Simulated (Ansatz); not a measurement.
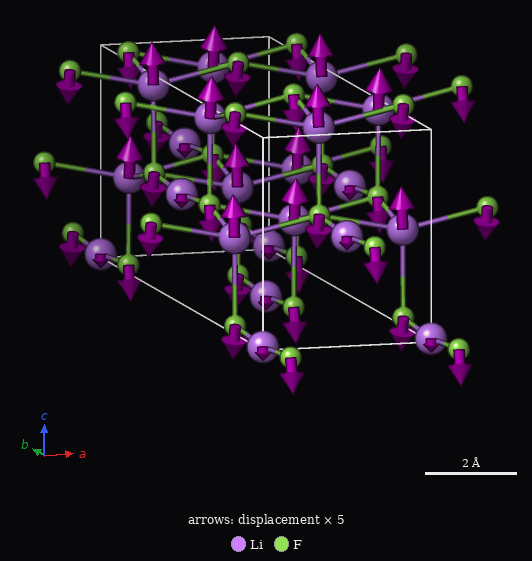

A relaxation of solid Li3F2 (a generated structure, set up in Fmm2). The starting structure is drawn; purple arrows show the displacements (the part carried along by the change of the cell is left out), magnified 5 times.

The picture is a ball-and-stick view of the conventional cell (4 times the calculation's cell), seen slightly off an axis. Lengths and directions refer to the drawn axes.

All numbers below come from Ansatz, DFT PBE, scalar-relativistic, plane waves, PAW. (plane-wave cutoff 420 eV; k-point mesh 12 × 12 × 12; occupations gaussian; smearing width 0.1 eV; no spin polarisation; cell and atoms relaxed; force threshold 0.01 eV/Å; at most 80 steps)

### What did the optimiser do to the structure, and how much energy did it gain?

The largest moves relative to the cell, 0.19 Å, are those of Li atoms. Largest moves by element: Li 0.19 Å, F 0.17 Å. Cell: a 3.856 → 4.065 Å (+5.4 %), b 12.687 → 13.539 Å (+6.7 %), c 4.744 → 4.064 Å (−14.3 %). Volume −3.6 %. Near-neighbour distances that change, for instance: F–Li 2.788 → 2.033 Å, F–Li 2.172 → 2.354 Å, F–Li 1.958 → 2.032 Å, F–Li 1.995 → 2.019 Å. New bonds form: F–Li (2.79 → 2.03 Å). Bond angles that change, for instance: F–Li–F 155.5° → 177.6°, Li–F–Li 155.5° → 177.6°, F–Li–F 103.6° → 91.2°. The space group (tolerance 0.01 Å) goes from Fmm2 (No. 42) to I4/mmm (No. 139). After 14 accepted moves (21 points after the start) the energy has fallen by 8.2 meV per atom. The largest force component goes from 0.0039 to 0.0013 eV/Å. Pressure: 0.01 GPa at the start and 0.00 GPa at the end. The line search rejected the trial steps at points 11, 15 of the run. The SCF was repeated 5 times at an unchanged geometry on a basis and grid sized afresh for the cell, which shifted the energy by 1.0 meV per atom at most. The run took 8.9 min on 1 thread of Arm Neoverse V2 (shared host), peak memory 0.58 GiB.
